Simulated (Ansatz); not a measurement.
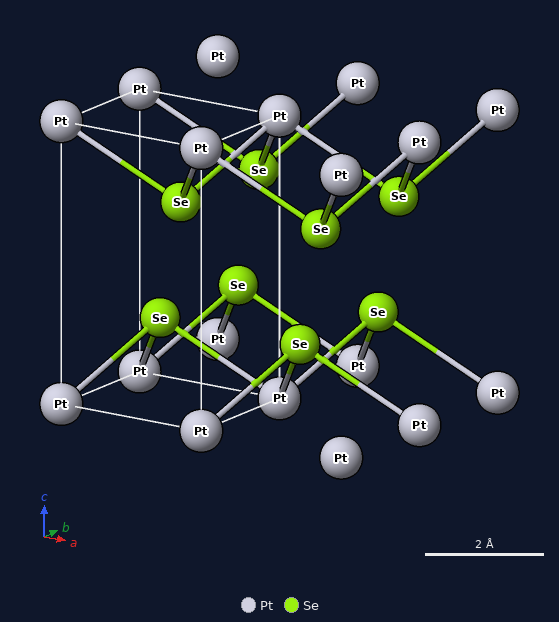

Figure 1. The input geometry (ball-and-stick view of the cell of the calculation, repeated 2 × 2 × 1, seen slightly off an axis). An atom can appear more than once, as a periodic image.

PtSe$_{2}$: geometry relaxation

The run: geometry relaxation of PtSe$_{2}$ (3 atoms in the cell). Method and program: DFT PBEsol, scalar-relativistic, plane waves, PAW, no spin polarisation (Ansatz 0.2.0).

The structure derives from a Materials Project entry.

### Log
```
Engine: ansatz 0.2.0, aarch64-unknown-linux-gnu
Pseudopotentials: kind: paw
Pseudopotential: Pt, paw, valence charge 18, recommended cutoff 420 eV (normal), Pt.paw.azcp
Pseudopotential: Se, paw, valence charge 16, recommended cutoff 420 eV (normal), Se.paw.azcp
Functional definition: PBEsol
  exchange = pbesol_x
  correlation = pbesol_c
Crystal: 3 atoms, lattice volume = 59.588 Å³
Basis set: ecut = 420 eV, 1169 PW (Γ), exchange–correlation on 54×54×72 points (8 copies of the dense FFT grid, shifted against one another)
Bands: 30, of which v1, the nominal top of the filled ones, is band 25 counted from 1 (24 counted from 0)
Symmetry: 12 space group operations
Space group: P-3m1 (ITA 164), of the structure as read, at distance tolerance 3.9e-5 Å
k-points: 162 of 1440
Non-local potential: Pt, projectors of the file, l = 0: 3, l = 1: 2, l = 2: 2, l = 3: 1
Non-local potential: Se, projectors of the file, l = 0: 2, l = 1: 2, l = 2: 3, l = 3: 1
PAW form: soft (Blöchl's): semilocal exchange-correlation on the pseudo side does not see the compensation charge
PAW frozen core: Pt, regenerated for the run's functional, and the local potential with it (the file was generated under x = pbe(κ = 0.804, μ = 0.2195149727645171), c = pbe(β = 0.06672455060314922))
PAW frozen core: Se, regenerated for the run's functional, and the local potential with it (the file was generated under x = pbe(κ = 0.804, μ = 0.2195149727645171), c = pbe(β = 0.06672455060314922))
PAW one-centre angular grid: Pt, 590 points (default); XC on 64 Gauss nodes
PAW one-centre angular grid: Se, 590 points (default); XC on 64 Gauss nodes
Initial density: superposition of atomic densities (neutral atoms: chi_scale 0, normalization atom), corrected by the library's trained network
Initial wavefunctions: pseudopotential atomic-orbital guess
Functional: x = pbesol(κ = 0.804, μ = 0.12345679012345678), c = pbesol(β = 0.046)
SCF iter   1: F=—  HF=-23233.471113 eV  |F-HF|=—  |Δ(HF+E_count)|=         —  Δρ=3.65e-3  dr2=8.25e-3  ethr=1.77e-3  ⟨swp⟩=5.4  Hψ=18606  notcnv=0
preconditioner: auto → LDOS  [metal: Δε(μ)=0.037 eV  Ē_g=10.073 eV  σ=0.100 eV  W_gap=0.20  n_scr=22 (ndim 8)  ℏωp=22.6 eV  f_vac=0.026  D(μ)=0.86/eV (n_scr^D=2)  β→1.0]
SCF iter   2: F=—  HF=-23233.472200 eV  |F-HF|=—  |Δ(HF+E_count)|=   1.09e-3  Δρ=2.25e-3  dr2=3.33e-3  ethr=1.65e-5  ⟨swp⟩=2.0  Hψ=10539  notcnv=0  defer=103
SCF iter   3: F=—  HF=-23233.470578 eV  |F-HF|=—  |Δ(HF+E_count)|=   1.62e-3  Δρ=3.38e-4  dr2=8.84e-5  ethr=6.65e-6  ⟨swp⟩=2.0  Hψ=8635  notcnv=0  defer=103
SCF iter   4: F=—  HF=-23233.470561 eV  |F-HF|=—  |Δ(HF+E_count)|=   1.63e-5  Δρ=9.73e-5  dr2=7.62e-6  ethr=1.77e-7  ⟨swp⟩=2.0  Hψ=7407  notcnv=0  defer=103
SCF iter   5: F=—  HF=-23233.470562 eV  |F-HF|=—  |Δ(HF+E_count)|=   6.30e-7  Δρ=1.97e-5  dr2=1.71e-7  ethr=1.52e-8  ⟨swp⟩=2.0  Hψ=6293  notcnv=0  defer=103
SCF iter   6: F=-23233.470562 eV  HF=-23233.470562 eV  |F-HF|=3.81e-9  |Δ(HF+E_count)|=   1.20e-7  Δρ=5.67e-6  dr2=1.91e-8  ethr=2.00e-10  ⟨swp⟩=10.2  Hψ=33611  notcnv=0
SCF 1 converged in 6 iterations: F = -23233.470562 eV  dr2 = 1.91e-8
  greatest PAW one-centre occupation: 1.000 electrons in one spin orbital (limit 2), on the Pt atom at site 0 (counted from 0), in its partial waves of l = 0
relax step   1: F+E_penalty+E_count = -23233.47056206 eV  Δ(F+E_penalty+E_count) = +0.000e0 eV  max|allowed force component| = 1.039e-3 eV/Å  Δτ_max = 0.0000 Å  P = -0.005 GPa  Ω = 59.588 Å³  (6 SCF iters, dr2 threshold 1.00e-7 eV, accepted)
Initial density: handed on by an earlier stage of this run
Initial wavefunctions: pseudopotential atomic-orbital guess (no wavefunctions were taken with the density)
iter 1 solved again at ethr=9.31e-8 eV; its pass at ethr=3.10e-3 eV (dr2=4.65e-5 eV) is discarded
SCF iter   1: F=—  HF=-23233.470566 eV  |F-HF|=—  |Δ(HF+E_count)|=         —  Δρ=5.55e-6  dr2=1.83e-8  ethr=9.31e-8  ⟨swp⟩=3.0  Hψ=30155  notcnv=0
preconditioner: auto → LDOS  [metal: Δε(μ)=0.031 eV  Ē_g=10.079 eV  σ=0.100 eV  W_gap=0.17  n_scr=22 (ndim 8)  ℏωp=22.6 eV  f_vac=0.020  D(μ)=0.88/eV (n_scr^D=2)  β→1.0]
SCF iter   2: F=—  HF=-23233.470562 eV  |F-HF|=—  |Δ(HF+E_count)|=   4.41e-6  Δρ=3.03e-6  dr2=7.36e-9  ethr=3.66e-11  ⟨swp⟩=2.5  Hψ=9034  notcnv=0
SCF iter   3: F=—  HF=-23233.470562 eV  |F-HF|=—  |Δ(HF+E_count)|=   2.42e-9  Δρ=8.17e-7  dr2=6.79e-10  ethr=1.47e-11  ⟨swp⟩=2.0  Hψ=8341  notcnv=0
SCF iter   4: F=—  HF=-23233.470562 eV  |F-HF|=—  |Δ(HF+E_count)|=  5.09e-11  Δρ=2.13e-7  dr2=3.93e-11  ethr=1.36e-12  ⟨swp⟩=2.0  Hψ=6382  notcnv=0
SCF iter   5: F=-23233.470562 eV  HF=-23233.470562 eV  |F-HF|=3.64e-12  |Δ(HF+E_count)|=  3.64e-12  Δρ=3.56e-8  dr2=4.56e-13  ethr=1.00e-12  ⟨swp⟩=5.0  Hψ=20698  notcnv=0
SCF 2 converged in 5 iterations: F = -23233.470562 eV  dr2 = 4.56e-13
relax step   2: F+E_penalty+E_count = -23233.47056207 eV  Δ(F+E_penalty+E_count) = -9.226e-9 eV  max|allowed force component| = 1.026e-3 eV/Å  Δτ_max = 0.0000 Å  P = -0.005 GPa  Ω = 59.588 Å³  stress off target by 2.55e-2 GPa  SCF on the basis re-selected at this cell (its energy is not comparable with the rows above)  (5 SCF iters)
```

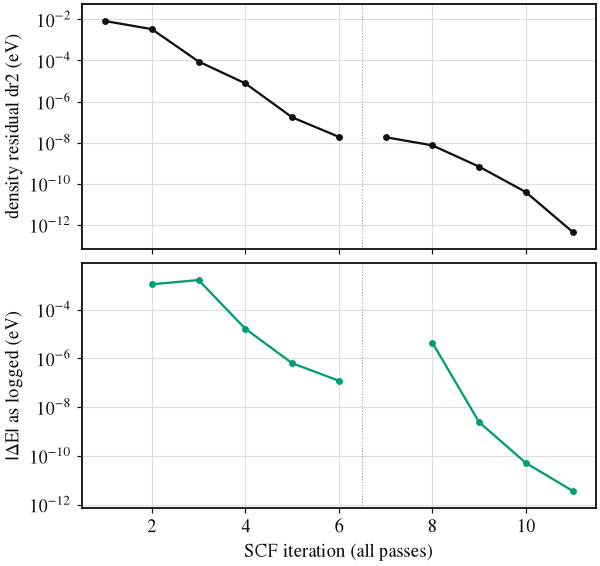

Figure 2. Convergence of the self-consistent field: density residual dr2 and size of the energy change against the SCF iteration. The dotted lines part the SCF passes of the relaxation: geometry steps, rejected trials and re-solves on a re-selected basis. The passes take 6 and 5 iterations.

```
basis re-selected at this cell: Δ(F+E_penalty+E_count) = -9.226e-9 eV, ΔP = -0.000 GPa vs the last step (what re-selecting the basis moved, of the pressure what is left beyond the Pulay correction that the steps carried, after the strain that the cell walked since its last selection, with what the two solves' SCF thresholds leave and, on support functions, any second-order correction that the steps lacked; it is no measure of the basis error at this ecutwfc). This SCF's stress stands 2.55e-2 GPa from its target on what of the cell is left free (relax.cell.stress_tol is 5.00e-2 GPa) and its largest allowed force component is 1.03e-3 eV/Å (relax.f_tol is 5.00e-3 eV/Å): within both
SCF converged after 5 iterations
Free energy (F): -23233.470562 eV
Harris-Foulkes:  -23233.470562 eV  (|F-HF|=3.64e-12)
Internal energy: -23233.466165 eV  (E = F + TS)
E sigma→0 (E₀):  -23233.468364 eV
Entropy (-TS):   -0.004397 eV (-1.466 meV/atom)
Fermi energy:    13.475272 eV
--- Per-component energies (eV) ---
  E_band       = -947.995943
  E_kinetic    = 874.610053
  E_local      = -6551.470931  (includes V_loc(G=0)·N_el)
  E_nonlocal   = -980.516639
  E_hartree    = 3033.719534
  E_xc         = -467.324179
  E_vxc        = -499.086521  (∫ρ·V_xc dr)
  E_paw        = -13053.770124  (= ΣΔE_a)
  E_vpaw       = 141.030030  (= ΣTr[D̂ρ^β])
  E_aug_tail   = -0.001030  (compensation charges beyond the density's cutoff)
  E_ewald      = -6091.016731
  E_core_change = 2.303882  (= ΣΔE_core)
  E_smearing   = -0.004397  (= −TS)
  E_closure    = 0.000000  (closes the sum)
  Σ components = -23233.470562   (vs F -23233.470562, Δ=0.00e0)
--- Forces (eV/Å), atoms counted from 1 ---
  atom   1  Pt    -0.00000000     0.00000000     0.00000000
  atom   2  Se    -0.00000000    -0.00000000    -0.00102634
  atom   3  Se     0.00000000     0.00000000     0.00102634
  max |Σ_I F_I| component: 2.31e-18 eV/Å
--- Stress (GPa, compression-positive) ---
        0.004688      -0.000000       0.000000
       -0.000000       0.004688       0.000000
       -0.000000       0.000000      -0.025459
  P = ⅓ Tr σ = -0.0054 GPa (-0.054 kbar)
--- Band table (eV; the first three rows and the last of 162) ---
  k-point 0: bands = ["-85.9629", "-40.1748", "-40.1748", "-40.0779", "-35.1036", "-35.1036", "-35.1010", "-35.1010", "-35.0940", "-35.0940", "-35.0887", "-35.0887", "-35.0868", "-35.0864", "-2.2468", "0.8204", "6.2869", "7.1251", "7.1251", "9.6073", "9.6073", "10.9876", "12.4444", "12.4444", "14.1977", "14.6676", "14.6676", "16.7461", "17.5270", "20.6911"]
  k-point 1: bands = ["-85.9629", "-40.1748", "-40.1748", "-40.0779", "-35.1035", "-35.1035", "-35.1010", "-35.1010", "-35.0939", "-35.0939", "-35.0888", "-35.0888", "-35.0869", "-35.0864", "-2.2003", "0.6976", "6.4517", "7.1331", "7.1331", "9.6019", "9.6019", "10.9807", "12.3703", "12.3703", "13.8884", "14.7805", "14.7805", "16.8523", "17.8230", "20.6519"]
  k-point 2: bands = ["-85.9629", "-40.1748", "-40.1748", "-40.0779", "-35.1033", "-35.1033", "-35.1011", "-35.1011", "-35.0936", "-35.0936", "-35.0892", "-35.0892", "-35.0870", "-35.0863", "-2.0635", "0.3774", "6.8925", "7.1543", "7.1543", "9.5883", "9.5883", "10.9523", "12.1962", "12.1962", "13.2037", "15.0647", "15.0647", "17.1595", "18.4666", "20.5306"]
  k-point 161: bands = ["-85.9627", "-40.1811", "-40.1811", "-40.0773", "-35.1023", "-35.1023", "-35.1022", "-35.1016", "-35.0920", "-35.0917", "-35.0916", "-35.0916", "-35.0860", "-35.0860", "-0.1489", "-0.1489", "6.9850", "6.9850", "7.3617", "9.0812", "9.1058", "9.1058", "9.9594", "10.9821", "10.9821", "15.7395", "15.7395", "20.0464", "20.9831", "20.9890"]
--- Relaxed structure (1 steps of the walk, 1 accepted, 1 SCFs on fresh bases) ---
  F+E_penalty+E_count = -23233.47056207 eV   max|allowed force component| = 1.026e-3 eV/Å   (the final SCF, on the basis selected at the relaxed cell)
  cell:  # Å, volume = 59.5880 Å³
    - [3.7593610433026727, -2.8867484484379465e-11, 0.0]
    - [-1.8796805216263361, 3.2557021655121194, 0.0]
    - [0.0, 0.0, 4.8685550597]
  atoms:
    - { symbol: Pt, position: [0.0, 0.0, 0.0] }
    - { symbol: Se, position: [0.6666666666666665, 0.3333333333333333, 0.7393682788] }
    - { symbol: Se, position: [0.3333333333333333, 0.6666666666666666, 0.2606317212] }
```

### Trajectory as extended XYZ (Å, eV, eV/Å), 2 frames, from step=1 to step=2
```
3
Lattice="3.7594 0.0000 0.0000 -1.8797 3.2557 0.0000 0.0000 0.0000 4.8686" Properties=species:S:1:pos:R:3:forces:R:3 step=1 energy=-23233.47056 pressure_GPa=-0.01
Pt    0.0000    0.0000    0.0000    0.0000   0.0000   0.0000
Se    1.8797    1.0852    3.5997    0.0000   0.0000  -0.0010
Se    0.0000    2.1705    1.2689    0.0000   0.0000   0.0010
3
Lattice="3.7594 0.0000 0.0000 -1.8797 3.2557 0.0000 0.0000 0.0000 4.8686" Properties=species:S:1:pos:R:3:forces:R:3 step=2 energy=-23233.47056 pressure_GPa=-0.01
Pt    0.0000    0.0000    0.0000    0.0000   0.0000   0.0000
Se    1.8797    1.0852    3.5997    0.0000   0.0000  -0.0010
Se    0.0000    2.1705    1.2689    0.0000   0.0000   0.0010
```

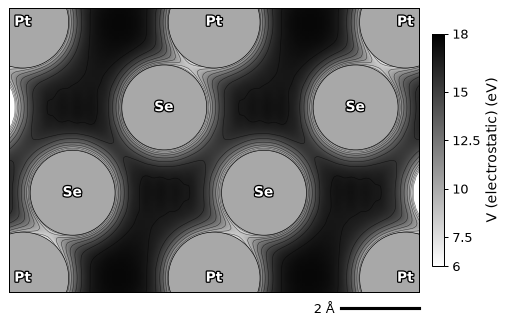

Figure 3. Electrostatic potential (local pseudopotential plus Hartree) felt by an electron on the (110) plane of the conventional cell. Grey discs, where drawn, cover atomic cores. Atoms in the plane: Pt and Se. Outside the cores the potential energy rises away from the atoms and is highest about 2.4 Å from the nearest atoms; outside the discs it spans about 11 eV, and its zero is arbitrary. In a PAW calculation such maps are meaningful between the atoms, not at the nuclei.

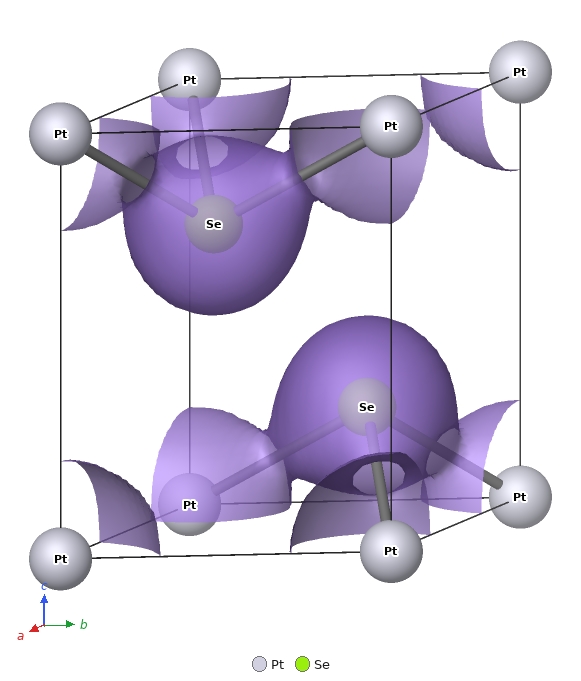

Figure 4. Isosurface of the valence electron density at 0.5 e/Å³ (purple), seen slightly off an axis. Sticks mark near contacts. The outline is the cell set on symmetry axes. At this value the density is joined into sheets; it holds about 85 % of the electrons treated as valence (semicore included). On the grid the lowest density along these lines, outside the cores, is 0.58 e/Å³ (Pt–Se, 2.51 Å).

This output came from the following input.

### The input
```yaml
crystal:
  lattice:
    - [3.7593610433, 0.0, 0.0]
    - [-1.8796805216, 3.2557021655, 0.0]
    - [0.0, 0.0, 4.8685550597]
  atoms:
    - { symbol: Pt, position: [0.0, 0.0, 0.0] }
    - { symbol: Se, position: [0.6666666667, 0.3333333333, 0.7393682788] }
    - { symbol: Se, position: [0.3333333333, 0.6666666667, 0.2606317212] }
basis:
  ecutwfc: 420
kpoints:
  mp_grid: { grid: [12, 12, 10] }
hamiltonian:
  xc: pbesol
scf:
  occupations: { method: gaussian, width: 0.1 }
output:
  forces: true
  stress: true
  eigenvalues: true
  write_density: true
  write_potential: true
  elf: true
  volumetric_format: npy
relax:
  adjacent_minimum: "off"
  f_tol: 0.005
  max_steps: 80
  cell: { stress_tol: 0.05 }
```

Command:
```bash
ansatz run input.yaml --threads 1 --pin off --max-ram 2560MiB --backend cpu --events-out ev --progress --plain --runs-dir out
```

### Key numbers

```json
{"quantity": "outcome", "value": "converged"}
{"quantity": "space group (tolerance 0.01 Å)", "value": "P-3m1 (164)"}
{"quantity": "electrons treated", "value": "50"}
{"quantity": "free energy", "value": "−23233.4706 eV"}
{"quantity": "Fermi energy", "value": "13.475 eV"}
{"quantity": "gap on the k-point mesh", "value": "none (metallic)"}
{"quantity": "pressure", "value": "−0.01 GPa"}
{"quantity": "final volume", "value": "59.59 Å³"}
{"quantity": "largest force (length of the vector) at the end", "value": "0.001 eV/Å"}
{"quantity": "final cell", "value": "a = 3.759 Å, b = 3.759 Å, c = 4.869 Å, α = 90.00°, β = 90.00°, γ = 120.00°"}
{"quantity": "hardware", "value": "1 thread of Arm Neoverse N1, 24 GiB of memory available, shared host"}
{"quantity": "wall time", "value": "53 s"}
{"quantity": "peak memory", "value": "0.5 GiB"}
```

### Remarks

Spin–orbit coupling is left out, which matters for Pt.
